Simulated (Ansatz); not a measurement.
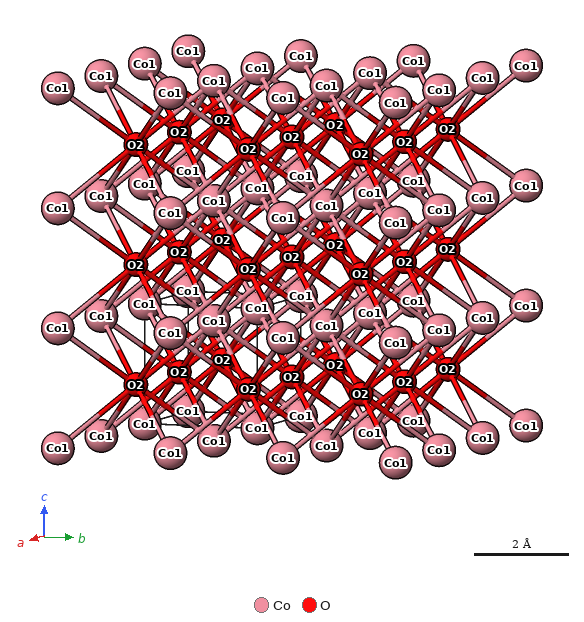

The structure of run A (ball-and-stick view of the cell of the calculation, repeated 3 × 3 × 3, seen slightly off an axis; atoms are numbered from 1 in the order of the input). An atom can appear more than once, as a periodic image. Near neighbours in the periodic cell (some may lie outside the picture): Co has 8 O at 2.23 Å; O has 8 Co at 2.23 Å.

**What a change does: geometry relaxation on CoO**

System: CoO (2 atoms in the cell).
Method of run A: DFT PBEsol, scalar-relativistic, plane waves, PAW, spin-polarised (Ansatz 0.2.0).

The structure was built on a prototype by a generator; it need not be a known phase. Text and figures count atoms from 1; the logs count them from 0 in places.

### Input file, run A
```yaml
crystal:
  lattice:
    - [2.5724608895, 0.0, 0.0]
    - [0.0, 2.5724608895, 0.0]
    - [0.0, 0.0, 2.5724608895]
  atoms:
    - { symbol: Co, position: [0.0, 0.0, 0.0], spin: 3.0 }
    - { symbol: O, position: [0.5, 0.5, 0.5] }
basis:
  ecutwfc: 420
kpoints:
  mp_grid: { grid: [16, 16, 16] }
hamiltonian:
  xc: pbesol
scf:
  occupations: { method: gaussian, width: 0.1 }
  lower_state_search: "off"
output:
  forces: true
  stress: true
  eigenvalues: true
  populations: true
magnetization:
  spin_polarized: true
relax:
  adjacent_minimum: "off"
  f_tol: 0.01
  max_steps: 60
  cell: { stress_tol: 0.05 }
```

Launched with:
```bash
ansatz run input.yaml --threads 1 --pin off --max-ram 2560MiB --backend cpu --events-out ev --progress --plain --runs-dir out
```

Hardware: 1 thread of Arm Neoverse V1, 24 GiB of memory available, shared host.

### Output, shortened to warnings, some set-up lines, iterations and results (run A)
```
Basis set: ecut = 420 eV, 341 PW (Γ), exchange–correlation on 36×36×36 points (8 copies of the dense FFT grid, shifted against one another)
Symmetry: 48 space group operations
k-points: 165 of 4096
Initial density: superposition of atomic densities (chi_scale 0.1, normalization cell, long waves kept (reshape's long-wave potential 0.00 eV rms))
[...]
SCF iter   1: F=—  HF=-5655.589804 eV  |F-HF|=—  |Δ(HF+E_count)|=         —  Δρ=5.17e-1 (↑1.64e-1 ↓5.17e-1)  dr2=5.22e1  dr2_m=9.16e0  M=0.656 μB ∫|m|=0.700 μB  β_m=0.30  …
SCF iter   2: F=—  HF=-5652.581613 eV  |F-HF|=—  |Δ(HF+E_count)|=    3.01e0  Δρ=1.32e-1 (↑1.32e-1 ↓1.21e-1)  dr2=5.38e0  dr2_m=1.18e-1  M=3.007 μB ∫|m|=3.007 μB  β_m=0.30  …
SCF iter   3: F=—  HF=-5651.700295 eV  |F-HF|=—  |Δ(HF+E_count)|=   8.81e-1  Δρ=7.26e-2 (↑7.26e-2 ↓5.29e-2)  dr2=1.19e0  dr2_m=1.08e-1  M=3.000 μB ∫|m|=3.001 μB  β_m=0.30  …
SCF iter   4: F=—  HF=-5651.707342 eV  |F-HF|=—  |Δ(HF+E_count)|=   7.05e-3  Δρ=1.07e-1 (↑2.99e-2 ↓1.07e-1)  dr2=1.44e0  dr2_m=6.28e-1  M=2.520 μB ∫|m|=2.524 μB  β_m=0.24  …
SCF iter   5: F=—  HF=-5651.599033 eV  |F-HF|=—  |Δ(HF+E_count)|=   1.08e-1  Δρ=3.75e-2 (↑3.75e-2 ↓2.72e-2)  dr2=1.31e-1  dr2_m=9.21e-2  M=2.998 μB ∫|m|=3.000 μB  β_m=0.22  …
[... 13 lines ...]
SCF iter   4: F=—  HF=-5651.706681 eV  |F-HF|=—  |Δ(HF+E_count)|=  3.32e-10  Δρ=2.56e-6 (↑9.28e-7 ↓2.56e-6)  dr2=3.50e-10  dr2_m=2.98e-10  M=3.000 μB ∫|m|=3.030 μB  β_m=0.39  …
SCF iter   5: F=—  HF=-5651.706681 eV  |F-HF|=—  |Δ(HF+E_count)|=  7.00e-11  Δρ=5.23e-7 (↑3.69e-7 ↓5.23e-7)  dr2=3.87e-12  dr2_m=2.96e-11  M=3.000 μB ∫|m|=3.030 μB  β_m=0.60  …
SCF iter   6: F=-5651.706681 eV  HF=-5651.706681 eV  |F-HF|=5.46e-12  |Δ(HF+E_count)|=  1.73e-11  Δρ=2.20e-7 (↑3.73e-8 ↓2.20e-7)  dr2=7.62e-12  dr2_m=1.90e-12  M=3.000 μB …
SCF 2 converged in 6 iterations: F = -5651.706681 eV  dr2 = 7.62e-12
relax step   2: F+E_penalty+E_count = -5651.70668089 eV  Δ(F+E_penalty+E_count) = -7.930e-9 eV  max|allowed force component| = 4.635e-30 eV/Å  Δτ_max = 0.0000 Å  P = +0.010 …
basis re-selected at this cell: Δ(F+E_penalty+E_count) = -7.930e-9 eV, ΔP = -0.001 GPa vs the last step (what re-selecting the basis moved, of the pressure what is left beyond the Pulay correction that the steps carried, after the strain that the cell walked since its last selection, with what the …
SCF converged after 6 iterations
Magnetization: 3.0000 μB (13.0000 up, 10.0000 down)
Absolute magnetization: 3.0297 μB (∫|ρ↑−ρ↓|, with the PAW one-centre terms)
Spin contamination: 0.0082 ħ² per cell (⟨S²⟩ above its minimum at these occupations)
Per-site moments (μB) at R_I (Å): [(2.472113629910651, 0.9189742982264267), (0.4855898397070693, 0.9189742982264267)]
Free energy (F): -5651.706681 eV
Harris-Foulkes:  -5651.706681 eV  (|F-HF|=5.46e-12)
Internal energy: -5651.697343 eV  (E = F + TS)
E sigma→0 (E₀):  -5651.702012 eV
Entropy (-TS):   -0.009338 eV (-4.669 meV/atom)
Fermi energy:    16.031879 eV
--- Per-component energies (eV) ---
  E_band       = -256.681183
  E_kinetic    = 619.764003
  E_local      = -3193.724206  (includes V_loc(G=0)·N_el)
  E_nonlocal   = 514.551039
  E_hartree    = 1311.489632
  E_xc         = -227.497125
  E_vxc        = -293.941153  (∫ρ·V_xc dr)
  E_paw        = -1637.795121  (= ΣΔE_a)
  E_vpaw       = -526.312708  (= ΣTr[D̂ρ^β])
  E_aug_tail   = 0.002505  (compensation charges beyond the density's cutoff)
  E_ewald      = -3038.711777
  E_core_change = 0.223707  (= ΣΔE_core)
  E_smearing   = -0.009338  (= −TS)
  E_closure    = 0.000000  (closes the sum)
  Σ components = -5651.706681   (vs F -5651.706681, Δ=0.00e0)
--- Forces (eV/Å), atoms counted from 1 ---
  atom   1  Co    -0.00000000     0.00000000     0.00000000
  atom   2  O      0.00000000    -0.00000000     0.00000000
  max |Σ_I F_I| component: 6.51e-30 eV/Å
--- Stress (GPa, compression-positive) ---
        0.009679      -0.000000       0.000000
       -0.000000       0.009679       0.000000
        0.000000       0.000000       0.009679
  P = ⅓ Tr σ = 0.0097 GPa (0.097 kbar)
--- Relaxed structure (1 steps of the walk, 1 accepted, 1 SCFs on fresh bases) ---
  F+E_penalty+E_count = -5651.70668089 eV   max|allowed force component| = 4.635e-30 eV/Å   (the final SCF, on the basis selected at the relaxed cell)
  cell:  # Å, volume = 17.0234 Å³
    - [2.5724608895, 0.0, 0.0]
    - [0.0, 2.5724608895, 0.0]
    - [0.0, 0.0, 2.5724608895]
[...]
```

For run B the input was changed thus:
```diff
-    - { symbol: Co, position: [0.0, 0.0, 0.0], spin: 3.0 }
+    - { symbol: Co, position: [0.0, 0.0, 0.0] }
-  populations: true
-magnetization:
-  spin_polarized: true
+  write_density: true
+  write_potential: true
+  elf: true
+  volumetric_format: npy
```

What does this change do to the results?

With the same functional and potentials, run B lies 204.1 meV per atom higher. The volume per atom goes from 8.51 to 7.96 Å³. The SCF takes 44 iterations over all geometry steps against 19. The two runs start from different initial densities, which also moves the count.

### Output, shortened to warnings, some set-up lines, iterations and results (run B)
```
Basis set: ecut = 420 eV, 341 PW (Γ), exchange–correlation on 36×36×36 points (8 copies of the dense FFT grid, shifted against one another)
Symmetry: 48 space group operations
k-points: 165 of 4096
Initial density: superposition of atomic densities (neutral atoms: chi_scale 0, normalization atom), corrected by the library's trained network
[...]
SCF iter   1: F=—  HF=-5651.259807 eV  |F-HF|=—  |Δ(HF+E_count)|=         —  Δρ=2.67e-2  dr2=5.08e-2  ethr=1.77e-3  ⟨swp⟩=4.5  Hψ=11106  notcnv=0
SCF iter   2: F=—  HF=-5651.245512 eV  |F-HF|=—  |Δ(HF+E_count)|=   1.43e-2  Δρ=1.19e-2  dr2=1.25e-2  ethr=2.21e-4  ⟨swp⟩=2.0  Hψ=4554  notcnv=0  defer=6
SCF iter   3: F=—  HF=-5651.241982 eV  |F-HF|=—  |Δ(HF+E_count)|=   3.53e-3  Δρ=1.97e-3  dr2=4.94e-4  ethr=5.42e-5  ⟨swp⟩=2.1  Hψ=3252  notcnv=0  defer=9
SCF iter   4: F=—  HF=-5651.241948 eV  |F-HF|=—  |Δ(HF+E_count)|=   3.35e-5  Δρ=5.31e-4  dr2=2.79e-5  ethr=2.15e-6  ⟨swp⟩=2.0  Hψ=3524  notcnv=0  defer=9
SCF iter   5: F=—  HF=-5651.241870 eV  |F-HF|=—  |Δ(HF+E_count)|=   7.81e-5  Δρ=8.16e-5  dr2=4.33e-7  ethr=1.21e-7  ⟨swp⟩=2.3  Hψ=3476  notcnv=0  defer=9
[... 48 lines ...]
SCF iter   6: F=-5651.298498 eV  HF=-5651.298498 eV  |F-HF|=9.09e-13  |Δ(HF+E_count)|=    0.00e0  Δρ=1.24e-8  dr2=8.43e-15  ethr=1.00e-12  ⟨swp⟩=1.0  Hψ=2640  notcnv=0
SCF iter   7: F=-5651.298498 eV  HF=-5651.298498 eV  |F-HF|=0.00e0  |Δ(HF+E_count)|=    0.00e0  Δρ=2.12e-9  dr2=4.56e-16  ethr=1.00e-12  ⟨swp⟩=1.0  Hψ=2640  notcnv=0
SCF iter   8: F=-5651.298498 eV  HF=-5651.298498 eV  |F-HF|=1.82e-12  |Δ(HF+E_count)|=  9.09e-13  Δρ=2.08e-10  dr2=4.11e-18  ethr=1.00e-12  ⟨swp⟩=1.9  Hψ=6747  notcnv=0
SCF 7 converged in 8 iterations: F = -5651.298498 eV  dr2 = 4.11e-18
relax step   7: F+E_penalty+E_count = -5651.29849755 eV  Δ(F+E_penalty+E_count) = +1.538e-4 eV  max|allowed force component| = 1.085e-30 eV/Å  Δτ_max = 0.0000 Å  P = -0.009 …
basis re-selected at this cell: Δ(F+E_penalty+E_count) = +1.538e-4 eV, ΔP = -0.009 GPa vs the last step (what re-selecting the basis moved, of the pressure what is left beyond the Pulay correction that the steps carried, after the strain that the cell walked since its last selection, with what the …
SCF converged after 8 iterations
Free energy (F): -5651.298498 eV
Harris-Foulkes:  -5651.298498 eV  (|F-HF|=1.82e-12)
Internal energy: -5651.279037 eV  (E = F + TS)
E sigma→0 (E₀):  -5651.288767 eV
Entropy (-TS):   -0.019461 eV (-9.730 meV/atom)
Fermi energy:    17.430983 eV
--- Per-component energies (eV) ---
  E_band       = -222.071039
  E_kinetic    = 623.851602
  E_local      = -3095.287875  (includes V_loc(G=0)·N_el)
  E_nonlocal   = 514.702548
  E_hartree    = 1279.136201
  E_xc         = -228.706213
  E_vxc        = -295.576560  (∫ρ·V_xc dr)
  E_paw        = -1637.939275  (= ΣΔE_a)
  E_vpaw       = -528.035391  (= ΣTr[D̂ρ^β])
  E_aug_tail   = 0.002235  (compensation charges beyond the density's cutoff)
  E_ewald      = -3107.261967
  E_core_change = 0.223707  (= ΣΔE_core)
  E_smearing   = -0.019461  (= −TS)
  E_closure    = 0.000000  (closes the sum)
  Σ components = -5651.298498   (vs F -5651.298498, Δ=0.00e0)
--- Forces (eV/Å), atoms counted from 1 ---
  atom   1  Co    -0.00000000    -0.00000000    -0.00000000
  atom   2  O      0.00000000     0.00000000    -0.00000000
  max |Σ_I F_I| component: 2.04e-30 eV/Å
--- Stress (GPa, compression-positive) ---
       -0.008954       0.000000       0.000000
        0.000000      -0.008954       0.000000
        0.000000       0.000000      -0.008954
  P = ⅓ Tr σ = -0.0090 GPa (-0.090 kbar)
--- Relaxed structure (5 steps of the walk, 5 accepted, 2 SCFs on fresh bases) ---
  F+E_penalty+E_count = -5651.29849755 eV   max|allowed force component| = 1.085e-30 eV/Å   (the final SCF, on the basis selected at the relaxed cell)
  cell:  # Å, volume = 15.9214 Å³
    - [2.5157090978283456, 5.476863279351202e-34, -8.34569642567802e-34]
    - [4.192909983093044e-34, 2.5157090978283456, 0.0]
    - [-3.209883240645392e-34, 0.0, 2.5157090978283456]
  atoms:
    - { symbol: Co, position: [9.353693135473424e-48, 1.773211968810128e-48, 7.798668712866143e-37] }
    - { symbol: O, position: [0.5, 0.5, 0.5] }
```

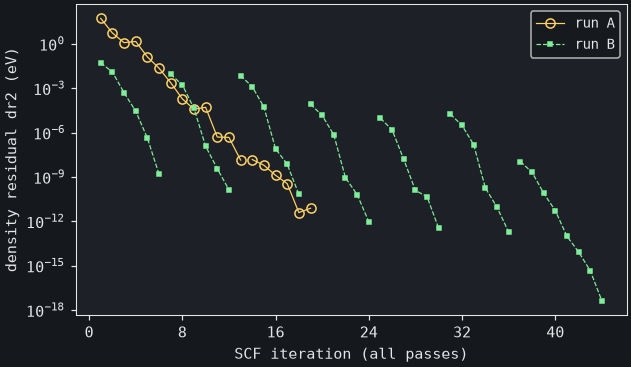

Convergence of the two runs: density residual dr2 against the SCF iteration. A break in a curve parts two SCF passes. Run A takes 19 iterations in all, and run B takes 44.

### The two runs side by side

| quantity | run A | run B |
| --- | --- | --- |
| outcome | converged | converged |
| free energy per atom (eV) | −2825.8533 | −2825.6492 |
| energy per atom, smearing taken to zero (eV) | −2825.8510 | −2825.6444 |
| gap on the mesh (eV) | 0.00 | 0.00 |
| net moment of the cell (μB) | 3.00 | – |
| absolute moment of the cell (μB) | 3.03 | – |
| pressure (GPa) | 0.01 | −0.01 |
| volume per atom (Å³) | 8.51 | 7.96 |
| largest force (eV/Å) | 0.000 | 0.000 |
| SCF iterations | 19 | 44 |
| irreducible k-points | 165 | 165 |
| wall time (shared host) | 18 s | 24 s |

For run B: The run has no spin polarisation, so a magnetic state may lie lower.
